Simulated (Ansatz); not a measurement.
System: Zn (space group Fm-3m).

Computed with Ansatz 0.2.0 development build: equation of state of a cubic crystal from periodic Kohn-Sham density functional theory without spin, third-order Birch-Murnaghan fit to the free energies; pressure corrected for the finite basis.

structure type fcc; atoms in cell 1; space group number 225; lattice centring face-centred primitive; occupation method Fermi–Dirac; datasets soft-1 PAW; density tolerance 1e−07 eV; bands 10; density cutoff ratio 4; search for lower states default.

Settings that differ: r2SCAN: wave cutoff 500 eV, k mesh 15×15×15, occupation width 0.1 eV; PBE: wave cutoff 420 eV, k mesh 24×24×24, occupation width 0.0612 eV.

Predict the energy above the lowest point against volume, with one curve for each functional. The cases: r2SCAN; PBE.

The fitted equilibrium volumes, smallest first, are r2SCAN 14.29, PBE 15.16 Å³/atom. The fitted bulk moduli, smallest first, are PBE 68.8, r2SCAN 87.9 GPa.

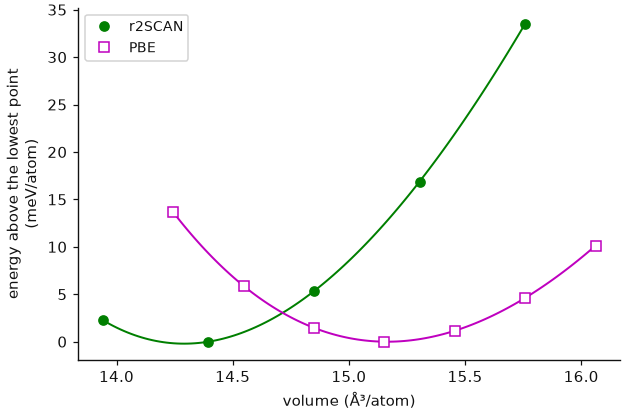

Keep in mind: cubic model structure, not the ambient form.
